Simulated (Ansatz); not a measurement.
## HfO2: a changed input and its effect

System: HfO2 (Fm-3m, 3 atoms in the cell).
Method of run 1: DFT, PBE, dispersion d3bj, plane waves, PAW, spin-orbit coupling (Ansatz 0.2.0).

The structure was built on a prototype by a generator; it need not be a known phase. Text and figures count atoms from 1; the logs count them from 0 in places.

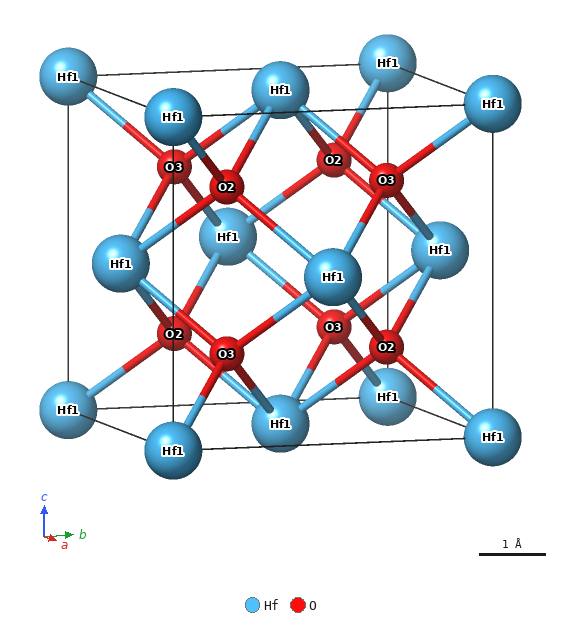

The structure (ball-and-stick view of the cell 4 times as large as that of the calculation, set on its symmetry axes, seen slightly off an axis; atoms are numbered from 1 in the order of the input). Near neighbours in the crystal (not all of them lie inside the picture): Hf has 8 O at 2.21 Å; O has 4 Hf at 2.21 Å.

## The input, run 1
```yaml
crystal:
  lattice:
    - [0.0, 2.5488057793, 2.5488057793]
    - [2.5488057793, 0.0, 2.5488057793]
    - [2.5488057793, 2.5488057793, 0.0]
  atoms:
    - { symbol: Hf, position: [0.0, 0.0, 0.0] }
    - { symbol: O, position: [0.25, 0.25, 0.25] }
    - { symbol: O, position: [0.75, 0.75, 0.75] }
basis:
  ecutwfc: 420
kpoints:
  mp_grid: { grid: [8, 8, 8] }
hamiltonian:
  xc: pbe
  dispersion: d3bj
scf:
  occupations: { method: gaussian, width: 0.02 }
  n_extra_bands: 1
output:
  forces: true
  eigenvalues: true
  stress: true
magnetization:
  noncollinear: true
  spin_orbit: true
```

Command:
```bash
ansatz run input.yaml --threads 2 --pin off --max-ram 5632MiB --backend cpu --events-out ev --progress --plain --runs-dir out
```

Hardware: 2 threads of Arm Neoverse V1, 24 GiB of memory available, shared host.

## Output, shortened to warnings, some set-up lines, iterations and results (run 1)
```
Basis set: ecut = 420 eV, 645 PW (Γ), exchange–correlation on 50×50×50 points (8 copies of the dense FFT grid, shifted against one another)
Symmetry: 48 space group operations + 48 with time reversal
k-points: 29 of 512
Initial density: superposition of atomic densities (chi_scale 0.1, normalization cell, long waves kept (reshape's long-wave potential 0.00 eV rms))
[...]
SCF iter   1: F=—  HF=-16881.153350 eV  |F-HF|=—  |Δ(HF+E_count)|=         —  Δρ=8.00e-2  dr2=1.61e0  dr2_m=0.00e0 (ungated)  ethr=3.10e-3  |M|=0.00e0 ∫|m|=0.00e0 μB  …
SCF iter   2: F=—  HF=-16880.767746 eV  |F-HF|=—  |Δ(HF+E_count)|=   3.86e-1  Δρ=4.45e-2  dr2=4.38e-1  dr2_m=0.00e0 (ungated)  ethr=3.10e-3  |M|=0.00e0 ∫|m|=0.00e0 μB  …
SCF iter   3: F=—  HF=-16880.719026 eV  |F-HF|=—  |Δ(HF+E_count)|=   4.87e-2  Δρ=2.43e-2  dr2=8.98e-2  dr2_m=0.00e0 (ungated)  ethr=1.15e-3  |M|=0.00e0 ∫|m|=0.00e0 μB  …
SCF iter   4: F=—  HF=-16880.725650 eV  |F-HF|=—  |Δ(HF+E_count)|=   6.62e-3  Δρ=6.68e-3  dr2=6.33e-3  dr2_m=0.00e0 (ungated)  ethr=2.36e-4  |M|=0.00e0 ∫|m|=0.00e0 μB  …
SCF iter   5: F=—  HF=-16880.729874 eV  |F-HF|=—  |Δ(HF+E_count)|=   4.22e-3  Δρ=2.17e-3  dr2=6.16e-4  dr2_m=0.00e0 (ungated)  ethr=1.66e-5  |M|=0.00e0 ∫|m|=0.00e0 μB  …
SCF iter   6: F=—  HF=-16880.729984 eV  |F-HF|=—  |Δ(HF+E_count)|=   1.10e-4  Δρ=1.73e-4  dr2=2.45e-6  dr2_m=0.00e0 (ungated)  ethr=1.62e-6  |M|=0.00e0 ∫|m|=0.00e0 μB  …
SCF iter   7: F=—  HF=-16880.729983 eV  |F-HF|=—  |Δ(HF+E_count)|=   1.12e-6  Δρ=3.85e-5  dr2=1.58e-7  dr2_m=0.00e0 (ungated)  ethr=6.45e-9  |M|=0.00e0 ∫|m|=0.00e0 μB  …
SCF iter   8: F=-16880.729983 eV  HF=-16880.729983 eV  |F-HF|=4.13e-9  |Δ(HF+E_count)|=   1.99e-7  Δρ=3.32e-6  dr2=1.50e-9  dr2_m=0.00e0 (ungated)  ethr=2.63e-10  |M|=0.00e0 …
SCF 1 converged in 8 iterations: F = -16880.729983 eV  dr2 = 1.50e-9
SCF converged after 8 iterations
Magnetization: |M| = 0.0000 μB,  M = (+0.0000, +0.0000, +0.0000) μB
Absolute magnetization: 0.0000 μB (∫|m|)
  site 0: m = (+0.0000, +0.0000, +0.0000) μB, |m| = 0.0000 μB  (R = 0.91 Å)
  site 1: m = (+0.0000, +0.0000, +0.0000) μB, |m| = 0.0000 μB  (R = 0.91 Å)
  site 2: m = (+0.0000, +0.0000, +0.0000) μB, |m| = 0.0000 μB  (R = 0.91 Å)
Free energy (F): -16880.729983 eV
Harris-Foulkes:  -16880.729983 eV  (|F-HF|=4.13e-9)
Internal energy: -16880.729983 eV  (E = F + TS)
E sigma→0 (E₀):  -16880.729983 eV
Fermi energy:    17.604286 eV
--- Per-component energies (eV) ---
  E_band       = 40.216605
  E_kinetic    = 770.987562
  E_local      = -5781.735908  (includes V_loc(G=0)·N_el)
  E_nonlocal   = -1148.938565
  E_hartree    = 2649.006639
  E_xc         = -447.254924
  E_vxc        = -454.522413  (∫ρ·V_xc dr)
  E_paw        = -7260.740261  (= ΣΔE_a)
  E_vpaw       = 1356.409052  (= ΣTr[D̂ρ^β])
  E_aug_tail   = 0.005007  (compensation charges beyond the density's cutoff)
  E_ewald      = -5661.352927
  E_disp       = -0.706606  (pairwise vdW)
  E_smearing   = -0.000000  (= −TS)
  E_closure    = -0.000000  (closes the sum)
  Σ components = -16880.729983   (vs F -16880.729983, Δ=0.00e0)
--- Forces (eV/Å), atoms counted from 1 ---
  atom   1  Hf    -0.00000000    -0.00000000    -0.00000000
  atom   2  O      0.00000000     0.00000000     0.00000000
  atom   3  O      0.00000000    -0.00000000    -0.00000000
  max |Σ_I F_I| component: 6.07e-18 eV/Å
--- Stress (GPa, compression-positive) ---
       -3.825109       0.000000      -0.000000
        0.000000      -3.825109       0.000000
       -0.000000      -0.000000      -3.825109
  P = ⅓ Tr σ = -3.8251 GPa (-38.251 kbar)
```

For run 2 the input was changed thus:
```diff
-  dispersion: d3bj
-  n_extra_bands: 1
+  write_density: true
+  write_potential: true
+  elf: true
+  volumetric_format: npy
```

How does run 2 compare with run 1?

The total energies belong to different models, so their difference says nothing on which is more stable or more accurate. The pressure goes from −3.83 to −0.22 GPa. The dispersion correction adds attraction between all atoms, which pulls the cell inwards and lowers the pressure. The number of SCF iterations is the same.

## Output, shortened to warnings, some set-up lines, iterations and results (run 2)
```
Basis set: ecut = 420 eV, 645 PW (Γ), exchange–correlation on 50×50×50 points (8 copies of the dense FFT grid, shifted against one another)
Symmetry: 48 space group operations + 48 with time reversal
k-points: 29 of 512
Initial density: superposition of atomic densities (chi_scale 0.1, normalization cell, long waves kept (reshape's long-wave potential 0.00 eV rms))
[...]
SCF iter   1: F=—  HF=-16880.446594 eV  |F-HF|=—  |Δ(HF+E_count)|=         —  Δρ=8.01e-2  dr2=1.61e0  dr2_m=0.00e0 (ungated)  ethr=3.10e-3  |M|=0.00e0 ∫|m|=0.00e0 μB  …
SCF iter   2: F=—  HF=-16880.060469 eV  |F-HF|=—  |Δ(HF+E_count)|=   3.86e-1  Δρ=4.47e-2  dr2=4.41e-1  dr2_m=0.00e0 (ungated)  ethr=3.10e-3  |M|=0.00e0 ∫|m|=0.00e0 μB  …
SCF iter   3: F=—  HF=-16880.012257 eV  |F-HF|=—  |Δ(HF+E_count)|=   4.82e-2  Δρ=2.43e-2  dr2=8.97e-2  dr2_m=0.00e0 (ungated)  ethr=1.16e-3  |M|=0.00e0 ∫|m|=0.00e0 μB  …
SCF iter   4: F=—  HF=-16880.018861 eV  |F-HF|=—  |Δ(HF+E_count)|=   6.60e-3  Δρ=6.80e-3  dr2=6.41e-3  dr2_m=0.00e0 (ungated)  ethr=2.36e-4  |M|=0.00e0 ∫|m|=0.00e0 μB  …
SCF iter   5: F=—  HF=-16880.023247 eV  |F-HF|=—  |Δ(HF+E_count)|=   4.39e-3  Δρ=2.17e-3  dr2=6.16e-4  dr2_m=0.00e0 (ungated)  ethr=1.69e-5  |M|=0.00e0 ∫|m|=0.00e0 μB  …
SCF iter   6: F=—  HF=-16880.023376 eV  |F-HF|=—  |Δ(HF+E_count)|=   1.29e-4  Δρ=1.74e-4  dr2=2.47e-6  dr2_m=0.00e0 (ungated)  ethr=1.62e-6  |M|=0.00e0 ∫|m|=0.00e0 μB  …
SCF iter   7: F=—  HF=-16880.023377 eV  |F-HF|=—  |Δ(HF+E_count)|=   6.80e-7  Δρ=3.69e-5  dr2=1.59e-7  dr2_m=0.00e0 (ungated)  ethr=6.49e-9  |M|=0.00e0 ∫|m|=0.00e0 μB  …
SCF iter   8: F=-16880.023377 eV  HF=-16880.023377 eV  |F-HF|=3.90e-9  |Δ(HF+E_count)|=   1.85e-7  Δρ=3.25e-6  dr2=1.46e-9  dr2_m=0.00e0 (ungated)  ethr=2.63e-10  |M|=0.00e0 …
SCF 1 converged in 8 iterations: F = -16880.023377 eV  dr2 = 1.46e-9
SCF converged after 8 iterations
Magnetization: |M| = 0.0000 μB,  M = (+0.0000, +0.0000, +0.0000) μB
Absolute magnetization: 0.0000 μB (∫|m|)
  site 0: m = (+0.0000, +0.0000, +0.0000) μB, |m| = 0.0000 μB  (R = 0.91 Å)
  site 1: m = (+0.0000, +0.0000, +0.0000) μB, |m| = 0.0000 μB  (R = 0.91 Å)
  site 2: m = (+0.0000, +0.0000, +0.0000) μB, |m| = 0.0000 μB  (R = 0.91 Å)
Free energy (F): -16880.023377 eV
Harris-Foulkes:  -16880.023377 eV  (|F-HF|=3.90e-9)
Internal energy: -16880.023377 eV  (E = F + TS)
E sigma→0 (E₀):  -16880.023377 eV
Fermi energy:    17.604250 eV
--- Per-component energies (eV) ---
  E_band       = 40.216497
  E_kinetic    = 770.987575
  E_local      = -5781.736025  (includes V_loc(G=0)·N_el)
  E_nonlocal   = -1148.938615
  E_hartree    = 2649.006748
  E_xc         = -447.254929
  E_vxc        = -454.522418  (∫ρ·V_xc dr)
  E_paw        = -7260.740211  (= ΣΔE_a)
  E_vpaw       = 1356.409121  (= ΣTr[D̂ρ^β])
  E_aug_tail   = 0.005007  (compensation charges beyond the density's cutoff)
  E_ewald      = -5661.352927
  E_smearing   = -0.000000  (= −TS)
  E_closure    = 0.000000  (closes the sum)
  Σ components = -16880.023377   (vs F -16880.023377, Δ=0.00e0)
--- Forces (eV/Å), atoms counted from 1 ---
  atom   1  Hf    -0.00000000     0.00000000     0.00000000
  atom   2  O      0.00000000     0.00000000    -0.00000000
  atom   3  O     -0.00000000    -0.00000000     0.00000000
  max |Σ_I F_I| component: 1.45e-18 eV/Å
--- Stress (GPa, compression-positive) ---
       -0.222942      -0.000000       0.000000
        0.000000      -0.222942       0.000000
       -0.000000      -0.000000      -0.222942
  P = ⅓ Tr σ = -0.2229 GPa (-2.229 kbar)
```

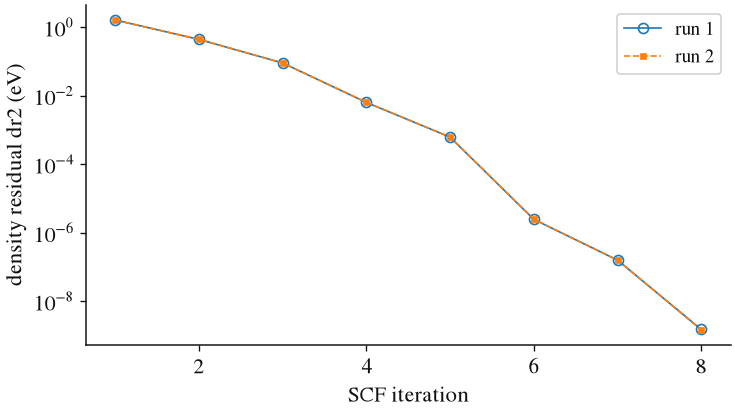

Convergence of the two runs: density residual dr2 against the SCF iteration. Run 1 takes 8 iterations in all, and run 2 takes 8.

## The two runs side by side

| quantity | run 1 | run 2 |
| --- | --- | --- |
| outcome | converged | converged |
| free energy per atom (eV) | −5626.9100 | −5626.6745 |
| gap on the mesh (eV) | 3.75 | 3.75 |
| net moment of the cell (μB) | 0.00 | 0.00 |
| absolute moment of the cell (μB) | 0.00 | 0.00 |
| pressure (GPa) | −3.83 | −0.22 |
| largest force (eV/Å) | 0.000 | 0.000 |
| SCF iterations | 8 | 8 |
| irreducible k-points | 29 | 29 |
| plane waves at Γ | 645 | 645 |
| wall time (shared host) | 5.1 s | 5.9 s |
